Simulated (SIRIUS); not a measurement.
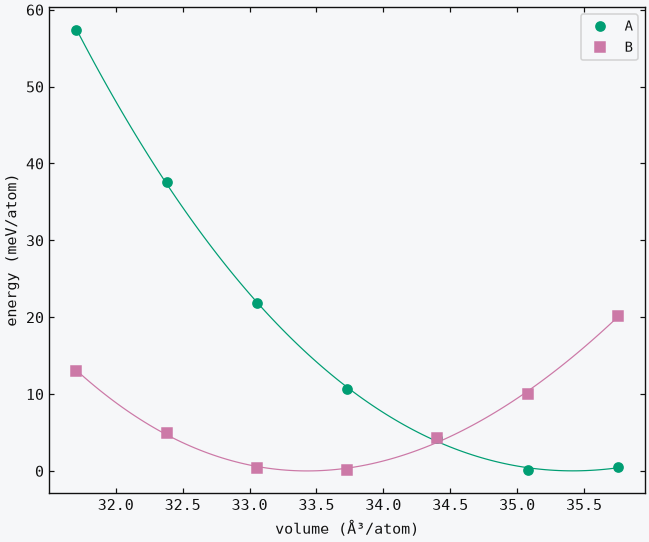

The figure compares two calculations of the energy against volume, each curve from its own zero. The first is for TePb, space group Fm-3m (No. 225).

The cell holds 2 atoms.

Calculation (SIRIUS 7.12.0): all-electron LAPW DFT, no spin polarisation; energies at scaled volumes of the given cell, shape and fractions fixed, counted from the fit's minimum, third-order Birch-Murnaghan fit. Level: PBE.

| setting | value |
| --- | --- |
| k mesh | 7×7×7 |
| occupations | Fermi–Dirac |
| smearing width | 0.05 eV |
| potentials | all electron FP LAPW |
| program settings | basis apw+lo standard, gk cutoff 3.4 1/bohr, pw cutoff 20 1/bohr |

In the second, the level changes from PBE to PBEsol.

**Which of A and B is the second calculation, and what did the change do?**

B. The equilibrium volume falls from 35.42 to 33.43 Å³/atom (−5.6 %) and the bulk modulus rises from 40.5 to 43.8 GPa (+8.1 %).

For both, limits of the calculation: spin-orbit coupling left out, heavy elements.

V0 and the bulk modulus come from third-order Birch–Murnaghan fits.
